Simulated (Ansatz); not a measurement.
**GaI3 (model cell, started as ReO3 type): following an unstable mode**

Aim: this structure of GaI3 (model cell, started as ReO3 type) is to be tested for unstable modes, and one is followed downhill.

Method: DFT PBEsol, scalar-relativistic, plane waves, PAW, in Ansatz 0.2.0.

The structure was built from a prototype and need not be the compound's stable phase.

**1. The starting structure**

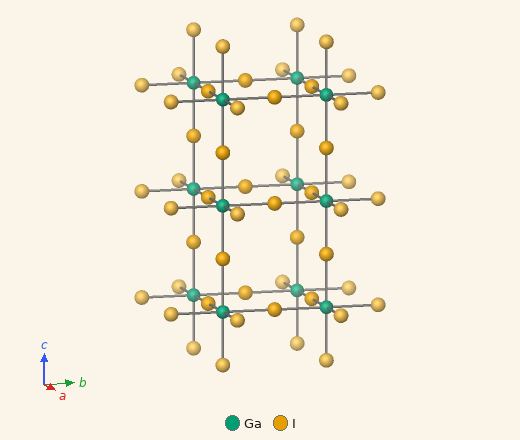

Start, viewed slightly off an axis; gallium teal, iodine orange. 1×1×2 cells are drawn. Some periodic images of atoms are drawn too.

**2. Modes at Γ**

The cell comes from relaxations at this level that are not shown. The zone centre is the only wavevector solved here; it holds the modes that light can see. No field response is asked, since the mesh shows no gap.

The input, input.yaml:

```yaml
crystal:
  lattice:
    - [5.5866885338, 0.0, 0.0]
    - [0.0, 5.5866885338, 0.0]
    - [0.0, 0.0, 5.5866885338]
  atoms:
    - { symbol: Ga, position: [0.0, 0.0, 0.0] }
    - { symbol: I, position: [0.5, 0.0, 0.0] }
    - { symbol: I, position: [0.0, 0.5, 0.0] }
    - { symbol: I, position: [0.0, 0.0, 0.5] }
kpoints:
  mp_grid: { grid: [8, 8, 8] }
hamiltonian:
  xc: pbesol
scf:
  occupations: { method: methfessel_paxton, width: 0.15 }
output:
  eigenvalues: true
phonons:
  method: dfpt
```

Started as:

```console
$ ansatz run input.yaml --threads 4 --pin off --max-ram 7168MiB --backend cpu --events-out ev --progress --plain --runs-dir out
```

Numbers of over 12 decimals in the logs are rounded to 6 here.

Output:

```text
zone centre: on kpoints.mp_grid the ground state, and the responses unless they are solved on pairs of k-points, stand on 125 of the mesh's 512 k-points, reduced under 8 symmetry operations, with k and −k counted as one. Each operation leaves every solved displacement unchanged or reverses it
Engine: ansatz 0.2.0, aarch64-unknown-linux-gnu
Pseudopotentials: kind: paw
Pseudopotential: Ga, paw, valence charge 13, recommended cutoff 420 eV (normal), Ga.paw.azcp
Pseudopotential: I, paw, valence charge 17, recommended cutoff 420 eV (normal), I.paw.azcp
Functional definition: PBEsol
  exchange = pbesol_x
  correlation = pbesol_c
Crystal: 4 atoms, lattice volume = 174.367 Å³
Basis set: ecut = 420 eV, 3407 PW (Γ), exchange–correlation on 80×80×80 points (8 copies of the dense FFT grid, shifted against one another)
Bands: 39, of which v1, the nominal top of the filled ones, is band 32 counted from 1 (31 counted from 0)
Symmetry: 48 space group operations
k-points: 125 of 512 (irreducible under 8 space group operations)
Non-local potential: Ga, projectors of the file, l = 0: 2, l = 1: 2, l = 2: 3, l = 3: 1
Non-local potential: I, projectors of the file, l = 0: 2, l = 1: 2, l = 2: 2, l = 3: 2
PAW form: soft (Blöchl's): semilocal exchange-correlation on the pseudo side does not see the compensation charge
PAW frozen core: Ga, regenerated for the run's functional, and the local potential with it (the file was generated under x = pbe(κ = 0.804, μ = 0.219515), c = pbe(β = 0.066725))
PAW frozen core: I, regenerated for the run's functional, and the local potential with it (the file was generated under x = pbe(κ = 0.804, μ = 0.219515), c = pbe(β = 0.066725))
PAW one-centre angular grid: Ga, 590 points (default); XC on 64 Gauss nodes
PAW one-centre angular grid: I, 590 points (default); XC on 64 Gauss nodes
Initial density: superposition of atomic densities (neutral atoms: chi_scale 0, normalization atom), corrected by the library's trained network
Initial wavefunctions: pseudopotential atomic-orbital guess
Functional: x = pbesol(κ = 0.804, μ = 0.123457), c = pbesol(β = 0.046)
SCF iter   1: F=—  HF=-26040.561284 eV  |F-HF|=—  |Δ(HF+E_count)|=         —  Δρ=2.29e-3  dr2=8.70e-3  ethr=1.77e-3  ⟨swp⟩=8.0  Hψ=21945  notcnv=0  defer=57
preconditioner: auto → LDOS  [metal: Δε(μ)=0.029 eV  Ē_g=12.867 eV  σ=0.150 eV  W_gap=0.16  n_scr=32 (ndim 8)  ℏωp=16.4 eV  f_vac=0.264  D(μ)=4.13/eV (n_scr^D=26)  β→1.0]
SCF iter   2: F=—  HF=-26040.559105 eV  |F-HF|=—  |Δ(HF+E_count)|=   2.18e-3  S|Δr|=    0.00e0  Δρ=1.09e-3  dr2=2.07e-3  ethr=1.36e-5  ⟨swp⟩=2.0  Hψ=8123  notcnv=0  defer=69
SCF iter   3: F=—  HF=-26040.558402 eV  |F-HF|=—  |Δ(HF+E_count)|=   7.03e-4  S|Δr|=    0.00e0  Δρ=7.24e-4  dr2=5.91e-4  ethr=3.24e-6  ⟨swp⟩=2.0  Hψ=6586  notcnv=0  defer=69
SCF iter   4: F=—  HF=-26040.557927 eV  |F-HF|=—  |Δ(HF+E_count)|=   4.75e-4  S|Δr|=    0.00e0  Δρ=2.17e-4  dr2=7.11e-5  ethr=9.23e-7  ⟨swp⟩=2.0  Hψ=6096  notcnv=0  defer=69
SCF iter   5: F=—  HF=-26040.557891 eV  |F-HF|=—  |Δ(HF+E_count)|=   3.63e-5  S|Δr|=    0.00e0  Δρ=5.31e-5  dr2=5.23e-6  ethr=1.11e-7  ⟨swp⟩=2.0  Hψ=6620  notcnv=0  defer=69
SCF iter   6: F=—  HF=-26040.557890 eV  |F-HF|=—  |Δ(HF+E_count)|=   9.50e-7  S|Δr|=    0.00e0  Δρ=1.56e-5  dr2=3.96e-7  ethr=8.17e-9  ⟨swp⟩=2.0  Hψ=6613  notcnv=0  defer=69
SCF iter   7: F=—  HF=-26040.557889 eV  |F-HF|=—  |Δ(HF+E_count)|=   2.65e-7  S|Δr|=    0.00e0  Δρ=2.07e-6  dr2=6.00e-9  ethr=6.18e-10  ⟨swp⟩=2.0  Hψ=8658  notcnv=0  defer=69
SCF iter   8: F=—  HF=-26040.557889 eV  |F-HF|=—  |Δ(HF+E_count)|=   1.15e-9  S|Δr|=    0.00e0  Δρ=1.98e-7  dr2=8.21e-11  ethr=9.38e-12  ⟨swp⟩=3.0  Hψ=10315  notcnv=0  defer=69
SCF iter   9: F=-26040.557889 eV  HF=-26040.557889 eV  |F-HF|=1.46e-11  |Δ(HF+E_count)|=  6.18e-11  S|Δr|=    0.00e0  Δρ=3.14e-8  dr2=7.52e-13  ethr=1.00e-12  ⟨swp⟩=13.4  Hψ=26523  notcnv=0
SCF 1 converged in 9 iterations: F = -26040.557889 eV  dr2 = 7.52e-13
  greatest PAW one-centre occupation: 0.999 electrons in one spin orbital (limit 2), on the I atom at site 2 (counted from 0), in its partial waves of l = 2
DFPT response loops at Γ: preconditioner auto → none (partly filled bands, converged f_vac=0.259); β = 0.50; Broyden in place of MSR1
SCF converged after 9 iterations
Stability not checked: this state was not tested for a lower state beside it, because cold or Methfessel-Paxton smearing, or corrected tetrahedra, fill the levels in a way that the test cannot read (fill_not_monotonic; see scf.lower_state_search)
Free energy (F): -26040.557889 eV
Harris-Foulkes:  -26040.557889 eV  (|F-HF|=1.46e-11)
Internal energy: -26040.549334 eV  (E = F + TS)
E sigma→0 (E₀):  -26040.555751 eV
Entropy (-TS):   -0.008555 eV (-2.139 meV/atom)
Fermi energy:    3.299200 eV
--- Per-component energies (eV) ---
  E_band       = -1371.931114
  E_kinetic    = 681.653010
  E_local      = -9935.031427  (includes V_loc(G=0)·N_el)
  E_nonlocal   = 158.917484
  E_hartree    = 4911.856415
  E_xc         = -447.833973
  E_vxc        = -440.366806  (∫ρ·V_xc dr)
  E_paw        = -16158.329197  (= ΣΔE_a)
  E_vpaw       = -1660.816168  (= ΣTr[D̂ρ^β])
  E_aug_tail   = -0.000105  (compensation charges beyond the density's cutoff)
  E_ewald      = -5253.880945
  E_core_change = 2.099404  (= ΣΔE_core)
  E_smearing   = -0.008555  (= −TS)
  E_closure    = 0.000000  (closes the sum)
  Σ components = -26040.557889   (vs F -26040.557889, Δ=0.00e0)
--- Band table (eV; the first three rows and the last of 125) ---
  k-point 0: bands = [... 28 lower, 2.4815, 2.4815, 2.7297, 2.7297, 2.7297, 8.0986, 9.0620, 9.0620, ... 3 higher]
  k-point 1: bands = [... 28 lower, 2.4316, 2.4472, 2.6884, 2.6884, 2.7515, 8.2732, 9.0948, 9.2731, ... 3 higher]
  k-point 2: bands = [... 28 lower, 2.2587, 2.3671, 2.6470, 2.6470, 2.9693, 8.6957, 9.1801, 9.2535, ... 3 higher]
  k-point 124: bands = [... 28 lower, 2.2950, 3.4825, 3.4825, 3.4825, 5.9681, 5.9681, 5.9681, 6.7647, ... 3 higher]
--- Phonons (Γ-DFPT): 3 representative perturbations + reference, on 125 of 512 k-points (Σ response iterations 9) ---
  k mesh reduced under 8 symmetry operations, with k and −k counted as one. Each operation leaves every solved displacement unchanged or reverses it
  ASR residual: 3.752e-5 → 0.000e0 eV/Å²; symmetrization residual: 5.248e-6 eV/Å²
  ASR residual per site (eV/Å²): 2.10e-5 3.75e-5 3.75e-5 3.75e-5
  Γ frequencies (cm⁻¹): -57.62 -57.62 -57.62 0.00 0.00 0.00 9.20 9.20 9.20 105.68 105.68 105.68
  non-analytic LO–TO correction: not included (Born effective charges unavailable; polar crystals: no LO–TO splitting at Γ)
```

Wall time 1.9 min (4 threads of Arm Neoverse V2, shared host); peak memory 2.6 GiB; 5.6 min of CPU time.

Reading the cycles: dr2 is the Hartree energy of the density residual (eV), the measure of convergence; HF is the Harris–Foulkes estimate of the energy, which meets the free energy F at convergence.

This step gave:

```yaml
volume_per_atom: 43.59 Å³
gap_on_the_k_mesh: 0 eV
sum_rule_residual_before_enforcement: 3.75e-5 eV/Å²
point_group: m-3m
highest_optical_mode_at_the_zone_centre_no_lo_to_term: 105.7 cm⁻¹
lowest_optical_zone_centre_mode: -57.62 cm⁻¹
```

Patterns of degenerate modes are one choice out of their space. The modes at Γ (shares of kinetic energy by element, %) (negative means imaginary):

| mode | frequency (cm⁻¹) | symmetry | Ga % | I % |
| --- | --- | --- | --- | --- |
| 1 | -57.6 | T1u | 63 | 37 |
| 2 | -57.6 | T1u | 63 | 37 |
| 3 | -57.6 | T1u | 63 | 37 |
| 4 | 0.0 | acoustic | 15 | 85 |
| 5 | 0.0 | acoustic | 15 | 85 |
| 6 | 0.0 | acoustic | 15 | 85 |
| 7 | 9.2 | T2u | 0 | 100 |
| 8 | 9.2 | T2u | 0 | 100 |
| 9 | 9.2 | T2u | 0 | 100 |
| 10 | 105.7 | T1u | 21 | 79 |
| 11 | 105.7 | T1u | 21 | 79 |
| 12 | 105.7 | T1u | 21 | 79 |

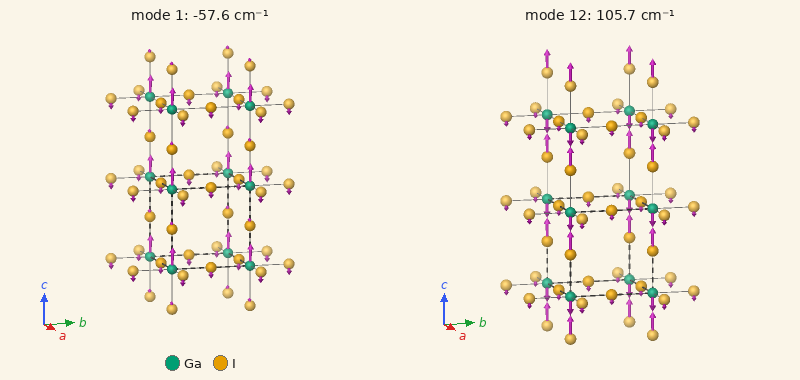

Displacement patterns of modes 1 and 12 at Γ; arrows are exaggerated. 1×1×2 cells are drawn. Some periodic images of atoms are drawn too.

Before it was imposed, the acoustic sum rule was missed by 3.8e-5 eV/Å². Small misses are needed for a sound result but don't prove that mesh and cutoff are converged. The lowest optical mode is imaginary, 57.6i cm⁻¹, so the energy falls along it.

**3. The mode frozen in, largest atomic shift 0 Å**

The mode followed lies at Γ with frequency 57.6i cm⁻¹ and is 3-fold degenerate, the softest among the wavevectors solved. At small amplitude the distorted cell has space group no. 99 by a symmetry search on the positions. The undistorted cell that holds it gives the zero of energy on the same k mesh.

input.yaml, as its differences from that of step 2:

```diff
@@ -17,4 +17,4 @@
 output:
+  forces: true
+  stress: true
   eigenvalues: true
-phonons:
-  method: dfpt
```

Output:

```text
[...]
Crystal: 4 atoms, lattice volume = 174.367 Å³
Basis set: ecut = 420 eV, 3407 PW (Γ), exchange–correlation on 80×80×80 points (8 copies of the dense FFT grid, shifted against one another)
Bands: 39, of which v1, the nominal top of the filled ones, is band 32 counted from 1 (31 counted from 0)
Symmetry: 48 space group operations
[...]
k-points: 35 of 512
[...]
k-point 0: bands = [... 28 lower, 2.4816, 2.4816, 2.7297, 2.7297, 2.7297, 8.0986, 9.0620, 9.0620, ... 3 higher]
  k-point 1: bands = [... 28 lower, 2.4316, 2.4472, 2.6885, 2.6885, 2.7515, 8.2732, 9.0948, 9.2731, ... 3 higher]
  k-point 2: bands = [... 28 lower, 2.2588, 2.3671, 2.6470, 2.6470, 2.9693, 8.6957, 9.1801, 9.2535, ... 3 higher]
  k-point 34: bands = [... 28 lower, 2.2950, 3.4825, 3.4825, 3.4825, 5.9682, 5.9682, 5.9682, 6.7648, ... 3 higher]
[key lines of the parts left out:]
SCF converged after 7 iterations
Free energy (F): -26040.557889 eV
Fermi energy:    3.299234 eV
P = ⅓ Tr σ = -0.0033 GPa (-0.033 kbar)
```

It took 3.7 s on 4 threads; peak memory 0.56 GiB.

This step gave:

- pressure: -0.003343 GPa
- energy from the undistorted cell: 0 meV/atom

The run ends at a pressure of 0.00 GPa.

**4. The mode frozen in, largest atomic shift 0.32 Å**

The atoms are moved along the unstable eigenvector, the largest shift by 0.32 Å, with the cell fixed.

input.yaml, the sections that differ from step 3:

```yaml
crystal:
  lattice:
    - [5.5866885338, 0.0, 0.0]
    - [0.0, 5.5866885338, 0.0]
    - [0.0, 0.0, 5.5866885338]
  atoms:
    - { symbol: Ga, position: [0.0, -0.0572790121, 0.0] }
    - { symbol: I, position: [0.5, 0.0213424239, 0.0] }
    - { symbol: I, position: [0.0, 0.4887850016, 0.0] }
    - { symbol: I, position: [0.0, 0.0213424239, 0.5] }
# kpoints, hamiltonian, scf, output: as in step 3
```

Output:

```text
[...]
Crystal: 4 atoms, lattice volume = 174.367 Å³
Basis set: ecut = 420 eV, 3407 PW (Γ), exchange–correlation on 80×80×80 points (8 copies of the dense FFT grid, shifted against one another)
Bands: 39, of which v1, the nominal top of the filled ones, is band 32 counted from 1 (31 counted from 0)
Symmetry: 8 space group operations
[...]
k-points: 75 of 512 (time reversal used)
[...]
k-point 0: bands = [... 28 lower, 2.4795, 2.4979, 2.6979, 2.7881, 2.7881, 8.0729, 8.5600, 8.5600, ... 3 higher]
  k-point 1: bands = [... 28 lower, 2.4396, 2.4834, 2.6486, 2.7364, 2.8552, 8.2421, 8.5816, 8.7091, ... 3 higher]
  k-point 2: bands = [... 28 lower, 2.2889, 2.4062, 2.6244, 2.6716, 3.1346, 8.6416, 8.6574, 8.7743, ... 3 higher]
  k-point 74: bands = [... 28 lower, 2.3784, 3.4706, 3.4706, 3.5208, 6.0945, 6.0945, 6.1095, 6.9026, ... 3 higher]
[key lines of the parts left out:]
SCF converged after 8 iterations
Free energy (F): -26040.593516 eV
Fermi energy:    3.333358 eV
P = ⅓ Tr σ = 0.2542 GPa (2.542 kbar)
```

The job ended after 18 s (4 threads; peak memory 0.67 GiB).

This step gave:

* pressure: 0.2542 GPa
* energy from the undistorted cell: -8.968 meV/atom

The energy, extrapolated to zero smearing, is -8.97 meV/atom against the undistorted cell.

The run ends at a pressure of 0.25 GPa, with forces up to 0.41 eV/Å.

**5. Energy along the mode, all amplitudes (two of the runs are shown above)**

An imaginary frequency means negative curvature, so the energy should fall and then rise again as anharmonic terms take over.

This step gave:

```
depth at the lowest point sampled  : 8.968 meV/atom
largest atomic shift at that point : 0.32 Å
```

The energy from the parent by largest atomic shift:

| largest atomic shift (Å) | energy from the parent (meV/atom) |
| --- | --- |
| 0.000 | 0 |
| 0.040 | -0.261 |
| 0.080 | -1.02 |
| 0.140 | -2.93 |
| 0.220 | -6.19 |
| 0.320 | -8.97 |
| 0.450 | -1.82 |
| 0.600 | 41.3 |

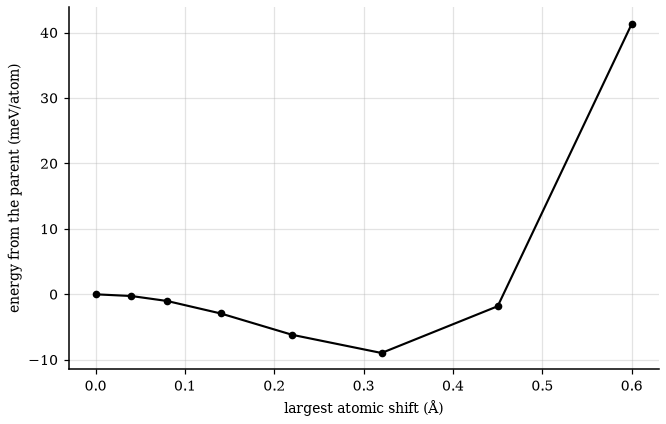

Energy from the parent, plotted against largest atomic shift.

Displacement at unit largest shift by atom:

| atom | x (Å) | y (Å) | z (Å) | size |
| --- | --- | --- | --- | --- |
| Ga1 | 0.00 | -1.00 | 0.00 | 1.00 |
| I2 | 0.00 | 0.37 | 0.00 | 0.37 |
| I3 | 0.00 | -0.20 | 0.00 | 0.20 |
| I4 | 0.00 | 0.37 | 0.00 | 0.37 |

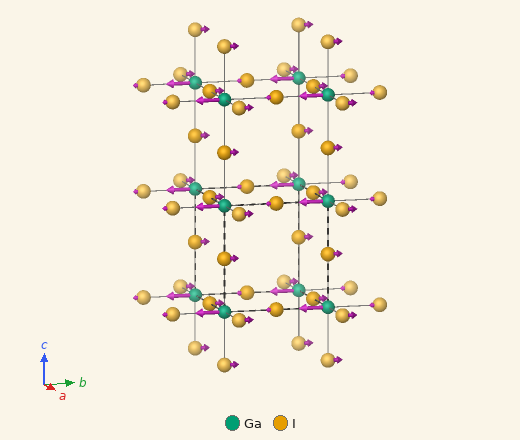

Displacement at unit largest shift as arrows, the longest 1 Å. 1×1×2 cells are drawn. Some periodic images of atoms are drawn too.

The lowest of the steps tried is at 0.32 Å, 8.97 meV/atom below the parent; the bottom of the well need not coincide with a step.

(Continued in part 2 of 2.)

[Logs are printed without paths, hosts, clocks, repeated set-up lines and the standing remarks that a program may print on its own settings, such as how far it seeks lower states.]

[Hosts, paths, dates, database ids (printed as entryN), source tags and the programs' standing remarks are cut or masked in the printed files.]
